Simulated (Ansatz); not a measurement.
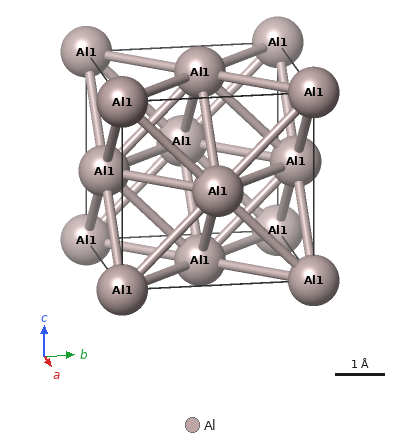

**Figure 1.** The structure (ball-and-stick view of the cell 4 times as large as that of the calculation, set on its symmetry axes, seen slightly off an axis; atoms are numbered from 1 in the order of the input). Near neighbours in the crystal (not all of them lie inside the picture): Al has 12 Al at 2.86 Å.

# From Al to Y

System: Al (1 atom in the cell).
Method of run 1: DFT PBE, scalar-relativistic, plane waves, PAW, no spin polarisation (Ansatz 0.2.0).
System of run 2: Y (Fm-3m, 1 atom in the cell).

On run 1: The structure derives from a Materials Project entry. On run 2: The structure was made by swapping elements on the sites of another compound; it need not be a known phase. It belongs to a series of runs on one base structure; here: Al -> Y on all its sites, cell and atoms relaxed. Text and figures count atoms from 1; the logs count them from 0 in places.

## Input, run 1
```yaml
crystal:
  lattice:
    - [0.0, 2.0194648466, 2.0194648466]
    - [2.0194648466, 0.0, 2.0194648466]
    - [2.0194648466, 2.0194648466, 0.0]
  atoms:
    - { symbol: Al, position: [0.0, 0.0, 0.0] }
basis:
  ecutwfc: 420
kpoints:
  mp_grid: { grid: [8, 8, 8] }
hamiltonian:
  xc: pbe
scf:
  occupations: { method: gaussian, width: 0.1 }
output:
  forces: true
  stress: true
  eigenvalues: true
```

Launched with:
```bash
ansatz run input.yaml --threads 1 --pin off --max-ram 2560MiB --backend cpu --events-out ev --progress --plain --runs-dir out
```

Hardware: 1 thread of AMD EPYC (Zen 3), 32 GiB of memory available, shared host.

## Output, shortened to warnings, some set-up lines, iterations and results (run 1)
```
Basis set: ecut = 420 eV, 331 PW (Γ), exchange–correlation on 40×40×40 points (8 copies of the dense FFT grid, shifted against one another)
Symmetry: 48 space group operations
k-points: 29 of 512
Initial density: superposition of atomic densities (neutral atoms: chi_scale 0, normalization atom), corrected by the library's trained network
[...]
SCF iter   1: F=—  HF=-537.498033 eV  |F-HF|=—  |Δ(HF+E_count)|=         —  Δρ=1.01e-3  dr2=1.48e-4  ethr=1.77e-3  ⟨swp⟩=4.9  Hψ=1487  notcnv=0
SCF iter   2: F=—  HF=-537.498038 eV  |F-HF|=—  |Δ(HF+E_count)|=   5.75e-6  Δρ=4.73e-4  dr2=3.05e-5  ethr=4.93e-6  ⟨swp⟩=1.3  Hψ=415  notcnv=0
SCF iter   3: F=—  HF=-537.498070 eV  |F-HF|=—  |Δ(HF+E_count)|=   3.16e-5  Δρ=2.29e-5  dr2=6.75e-8  ethr=1.02e-6  ⟨swp⟩=1.0  Hψ=160  notcnv=0
SCF iter   4: F=-537.498070 eV  HF=-537.498070 eV  |F-HF|=6.37e-12  |Δ(HF+E_count)|=   1.74e-8  Δρ=6.70e-7  dr2=2.32e-11  ethr=2.25e-9  ⟨swp⟩=1.2  Hψ=166  notcnv=0
SCF iter   5: F=-537.498070 eV  HF=-537.498070 eV  |F-HF|=5.68e-13  |Δ(HF+E_count)|=  5.46e-11  Δρ=7.78e-8  dr2=9.72e-13  ethr=1.00e-12  ⟨swp⟩=2.1  Hψ=204  notcnv=0
SCF iter   6: F=-537.498070 eV  HF=-537.498070 eV  |F-HF|=2.27e-13  |Δ(HF+E_count)|=  2.27e-13  Δρ=1.73e-8  dr2=5.38e-14  ethr=1.00e-12  ⟨swp⟩=2.2  Hψ=591  notcnv=0
SCF 1 converged in 6 iterations: F = -537.498070 eV  dr2 = 5.38e-14
SCF converged after 6 iterations
Free energy (F): -537.498070 eV
Harris-Foulkes:  -537.498070 eV  (|F-HF|=2.27e-13)
Internal energy: -537.494939 eV  (E = F + TS)
E sigma→0 (E₀):  -537.496504 eV
Entropy (-TS):   -0.003131 eV (-3.131 meV/atom)
Fermi energy:    8.019433 eV
--- Per-component energies (eV) ---
  E_band       = 10.619462
  E_kinetic    = 22.816218
  E_local      = 9.908362  (includes V_loc(G=0)·N_el)
  E_nonlocal   = 10.315805
  E_hartree    = 0.109131
  E_xc         = -39.744370
  E_vxc        = -28.974287  (∫ρ·V_xc dr)
  E_paw        = -467.343033  (= ΣΔE_a)
  E_vpaw       = -3.664895  (= ΣTr[D̂ρ^β])
  E_aug_tail   = -0.000002  (compensation charges beyond the density's cutoff)
  E_ewald      = -73.557049
  E_smearing   = -0.003131  (= −TS)
  E_closure    = -0.000000  (closes the sum)
  Σ components = -537.498070   (vs F -537.498070, Δ=0.00e0)
--- Forces (eV/Å), atoms counted from 1 ---
  atom   1  Al     0.00000000     0.00000000     0.00000000
  max |Σ_I F_I| component: 3.08e-32 eV/Å
--- Stress (GPa, compression-positive) ---
        0.219886       0.000000      -0.000000
       -0.000000       0.219886       0.000000
       -0.000000       0.000000       0.219886
  P = ⅓ Tr σ = 0.2199 GPa (2.199 kbar)
```

The input of run 2 differs as follows (lines with − go, lines with + come):
```diff
-    - [0.0, 2.0194648466, 2.0194648466]
-    - [2.0194648466, 0.0, 2.0194648466]
-    - [2.0194648466, 2.0194648466, 0.0]
+    - [0.0, 2.7541910625, 2.7541910625]
+    - [2.7541910625, 0.0, 2.7541910625]
+    - [2.7541910625, 2.7541910625, 0.0]
-    - { symbol: Al, position: [0.0, 0.0, 0.0] }
+    - { symbol: "Y", position: [0.0, 0.0, 0.0] }
-  mp_grid: { grid: [8, 8, 8] }
+  mp_grid: { grid: [6, 6, 6] }
```

How does run 2 compare with run 1?

The total energies belong to different systems, so their difference says nothing on which is more stable or more accurate. The pressure goes from 0.22 to −6.56 GPa. The volume per atom goes from 16.47 to 41.78 Å³. The number of SCF iterations is the same. The irreducible k-points go from 29 to 16. The plane waves at Γ go from 331 to 869.

## Output, shortened to warnings, some set-up lines, iterations and results (run 2)
```
Basis set: ecut = 420 eV, 869 PW (Γ), exchange–correlation on 54×54×54 points (8 copies of the dense FFT grid, shifted against one another)
Symmetry: 48 space group operations
k-points: 16 of 216
Initial density: superposition of atomic densities (neutral atoms: chi_scale 0, normalization atom), corrected by the library's trained network
[...]
SCF iter   1: F=—  HF=-3848.426219 eV  |F-HF|=—  |Δ(HF+E_count)|=         —  Δρ=1.24e-3  dr2=5.71e-4  ethr=1.77e-3  ⟨swp⟩=5.1  Hψ=883  notcnv=0
SCF iter   2: F=—  HF=-3848.426403 eV  |F-HF|=—  |Δ(HF+E_count)|=   1.84e-4  Δρ=5.82e-4  dr2=4.96e-5  ethr=5.19e-6  ⟨swp⟩=2.1  Hψ=363  notcnv=0
SCF iter   3: F=—  HF=-3848.426550 eV  |F-HF|=—  |Δ(HF+E_count)|=   1.47e-4  Δρ=2.61e-4  dr2=1.01e-5  ethr=4.51e-7  ⟨swp⟩=2.4  Hψ=206  notcnv=0
SCF iter   4: F=-3848.426591 eV  HF=-3848.426591 eV  |F-HF|=4.43e-8  |Δ(HF+E_count)|=   4.19e-5  Δρ=1.28e-5  dr2=2.71e-8  ethr=9.15e-8  ⟨swp⟩=2.0  Hψ=228  notcnv=0
SCF iter   5: F=-3848.426592 eV  HF=-3848.426592 eV  |F-HF|=1.58e-10  |Δ(HF+E_count)|=   4.93e-8  Δρ=1.24e-6  dr2=1.53e-10  ethr=2.47e-10  ⟨swp⟩=2.0  Hψ=245  notcnv=0
SCF iter   6: F=-3848.426592 eV  HF=-3848.426592 eV  |F-HF|=5.00e-12  |Δ(HF+E_count)|=  1.70e-10  Δρ=1.69e-7  dr2=2.09e-12  ethr=1.39e-12  ⟨swp⟩=1.8  Hψ=519  notcnv=0
SCF 1 converged in 6 iterations: F = -3848.426592 eV  dr2 = 2.09e-12
SCF converged after 6 iterations
Free energy (F): -3848.426592 eV
Harris-Foulkes:  -3848.426592 eV  (|F-HF|=5.00e-12)
Internal energy: -3848.416955 eV  (E = F + TS)
E sigma→0 (E₀):  -3848.421773 eV
Entropy (-TS):   -0.009636 eV (-9.636 meV/atom)
Fermi energy:    6.926014 eV
--- Per-component energies (eV) ---
  E_band       = -153.515199
  E_kinetic    = 300.329439
  E_local      = -699.650732  (includes V_loc(G=0)·N_el)
  E_nonlocal   = 49.689519
  E_hartree    = 222.601016
  E_xc         = -171.121087
  E_vxc        = -196.077609  (∫ρ·V_xc dr)
  E_paw        = -2825.145939  (= ΣΔE_a)
  E_vpaw       = -53.007833  (= ΣTr[D̂ρ^β])
  E_aug_tail   = 0.000004  (compensation charges beyond the density's cutoff)
  E_ewald      = -725.119175
  E_smearing   = -0.009636  (= −TS)
  E_closure    = 0.000000  (closes the sum)
  Σ components = -3848.426592   (vs F -3848.426592, Δ=0.00e0)
--- Forces (eV/Å), atoms counted from 1 ---
  atom   1  Y      0.00000000     0.00000000     0.00000000
  max |Σ_I F_I| component: 6.57e-32 eV/Å
--- Stress (GPa, compression-positive) ---
       -6.557942      -0.000000      -0.000000
       -0.000000      -6.557942       0.000000
        0.000000       0.000000      -6.557942
  P = ⅓ Tr σ = -6.5579 GPa (-65.579 kbar)
```

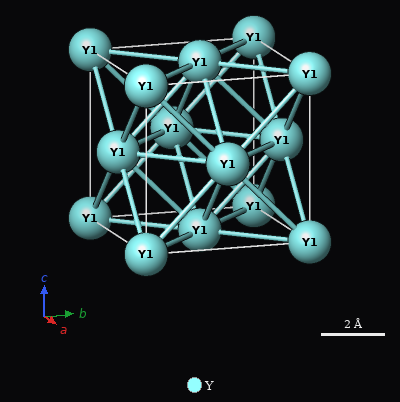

**Figure 2.** The input structure of run 2 (ball-and-stick view of the cell 4 times as large as that of the calculation, set on its symmetry axes, seen slightly off an axis; atoms are numbered from 1 in the order of the input).

## The two runs side by side

```csv
quantity,run 1,run 2
outcome,converged,converged
free energy per atom (eV),−537.4981,−3848.4266
"energy per atom, smearing taken to zero (eV)",−537.4965,−3848.4218
gap on the mesh (eV),0.00,0.00
pressure (GPa),0.22,−6.56
volume per atom (Å³),16.47,41.78
largest force (eV/Å),0.000,0.000
SCF iterations,6,6
irreducible k-points,29,16
plane waves at Γ,331,869
```

For run 2: The cell is under a tension of 6.6 GPa at this level, so it is not at its equilibrium volume.
